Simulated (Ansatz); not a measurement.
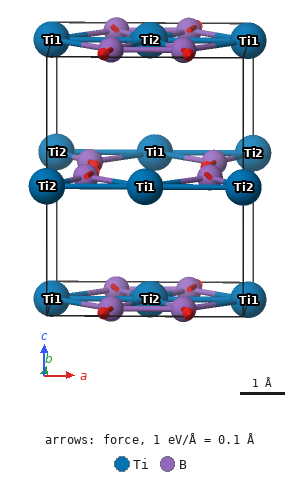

Starting geometry of a crystal of TiB2 (a generated structure, set up in Immm) (coarse preliminary run) with the computed forces as red arrows. Style: ball-and-stick. Shown: the conventional cell (2 times the calculation's cell), from a free direction. Lengths and directions refer to the drawn axes.

All numbers below come from DFT PBE, scalar-relativistic, plane waves, PAW (Ansatz 0.2.0).

Input
```yaml
crystal:
  lattice:
    - [-2.24030711, 2.6340955, 2.98447998]
    - [2.24030711, -2.6340955, 2.98447998]
    - [2.24030711, 2.6340955, -2.98447998]
  atoms:
    - { symbol: Ti, position: [0.5, 0.0, 0.5] }
    - { symbol: Ti, position: [0.5, 0.5, 0.0] }
    - { symbol: B, position: [0.78425656, 0.68444801, 0.46870457] }
    - { symbol: B, position: [0.21574344, 0.31555199, 0.53129543] }
    - { symbol: B, position: [0.21574344, 0.68444801, 0.90019146] }
    - { symbol: B, position: [0.78425656, 0.31555199, 0.09980854] }
basis:
  ecutwfc: 420
kpoints:
  mp_grid: { grid: [6, 6, 6] }
hamiltonian:
  xc: pbe
scf:
  occupations: { method: gaussian, width: 0.1 }
  lower_state_search: "off"
output:
  forces: true
  stress: true
  eigenvalues: true
relax:
  adjacent_minimum: "off"
  f_tol: 0.04
  max_steps: 70
  cell: { stress_tol: 0.4 }
```

Command:
```bash
ansatz run input.yaml --threads 1 --pin off --max-ram 2560MiB --backend cpu --events-out ev --progress --plain --runs-dir out
```

Q: What follows when this structure is relaxed?

A: It isn't relaxed: the largest force vector, on B atoms, is 9.57 eV/Å. The final displacements follow the starting forces only in part (cosine between the two patterns 0.68). After 17 accepted moves (19 points after the start) the energy has fallen by 21.641 eV per cell of the calculation. The largest force component goes from 9.4 to 0.0044 eV/Å. Pressure: 54.46 GPa at the start and 0.01 GPa at the end. At 2 points the geometry stayed and the basis and grid were re-selected for the new cell (energy shift of 0.482 eV per cell of the calculation at most each time). The largest moves relative to the cell, 0.49 Å, are those of B3, B4, B5 and B6. B5 goes along [3 −2 0]. Ti stays in place. The drawn cell changes as follows: a 4.481 → 6.438 Å (+43.7 %), b 5.268 → 5.251 Å (−0.3 %), c 5.969 → 3.037 Å (−49.1 %); the volume changes by −27.1 %. Some distances before and after: Ti1–Ti1 5.969 → 3.037 Å, B3–B6 1.653 → 3.219 Å, B3–B4 3.063 → 1.753 Å, Ti2–B3 3.493 → 2.380 Å. New bonds form: B3–B4 (3.06 → 1.75 Å), B5–B6 (3.06 → 1.75 Å), Ti1–B3 (3.30 → 2.38 Å), Ti1–B4 (3.30 → 2.38 Å). Bonds break: B3–B6 (1.65 → 3.22 Å), B4–B5 (1.65 → 3.22 Å), Ti1–Ti2 (2.24 → 3.22 Å). Among the angles between lasting bonds that change: B3–Ti2–B6 57.8° → 85.2°, B3–Ti2–B5 122.2° → 94.8°, Ti1–B5–Ti2 72.2° → 85.2°. The space group (tolerance 0.01 Å) goes from Immm (No. 71) to P6/mmm (No. 191). The run took 110 s on 1 thread of Intel(R) Xeon(R) Processor @ 2.70GHz, on a shared host, peak memory 0.41 GiB.
